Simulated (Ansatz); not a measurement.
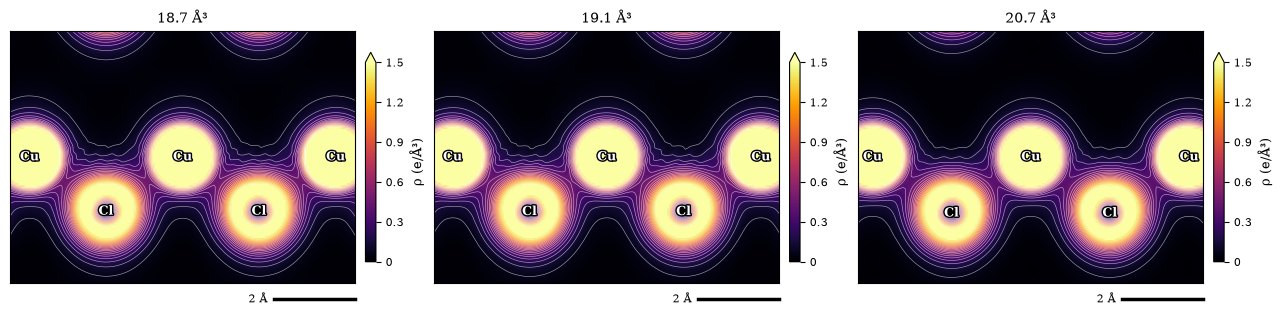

CuCl. The valence pseudo-density of cells scaled evenly to different volumes (given per atom above each panel), on the (101̄) plane of each (indices in the axes of the cell below), at one length scale and on one colour scale.

Computed without spin polarisation.

These are results of DFT, PBE, PAW with Ansatz's default frozen-core files, scalar-relativistic (Ansatz 0.2.0), not measurements.

The density is the valence pseudo-density of a PAW calculation; it isn't the true density close to the nuclei.

The largest cell:

```
Cu Cl
1.0
     0.00000    2.74576    2.74576
     2.74576    0.00000    2.74576
     2.74576    2.74576    0.00000
Cu Cl
1 1
Direct
  0.00000 0.00000 0.00000
  0.75000 0.75000 0.75000
```

| volume (Å³/atom) | Cu–Cl contact in the plane (Å) | ρ at its midpoint (e/Å³) | pressure (GPa) | 
| --- | --- | --- | --- |
| 18.71 | 2.299 | 0.497 | 3.7 | 
| 19.11 | 2.315 | 0.481 | 2.3 | 
| 19.90 | 2.347 | ? | ? | 
| 20.70 | 2.378 | 0.425 | −1.6 | 

What values belong in the row with question marks?

Over the known rows ln ρ falls by 1.98 per Å of Cu–Cl distance (a least-squares line), which gives 0.452 e/Å³ at 2.347 Å; the calculation gives 0.451 e/Å³. For the pressure, a straight line in volume between the neighbouring rows gives 0.4 GPa; the calculation gives 0.1.
